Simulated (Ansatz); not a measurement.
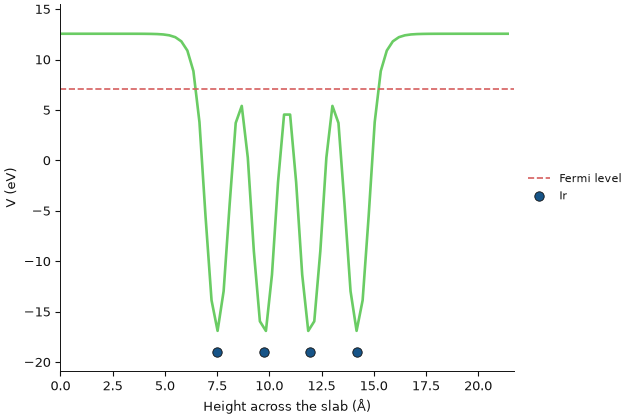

Plane-averaged electrostatic potential energy of an electron across the slab; circles at the bottom mark the heights of the atoms.

Structure: a (111) slab cut from Ir (Fm-3m), 4 atoms in the cell, repeats removed: 1.

Method: DFT PBE, scalar-relativistic, plane waves, PAW, no spin polarisation, 15×15×1 k mesh, 420 eV cutoff, Gaussian smearing of 0.1 eV (Ansatz).

**Read off the work function of each face.**

The work function is 5.50 eV, the same on both faces. The two vacuum levels agree, so the slab has no net dipole along its normal.

**How thick are slab and vacuum?**

The outermost atoms are 6.7 Å apart, which leaves 15.0 Å of vacuum in a cell 21.7 Å high.

The atoms aren't at rest in this cell (largest force 0.5 eV/Å), so the relaxed material can differ. Spin-orbit coupling is left out, which matters for Ir.
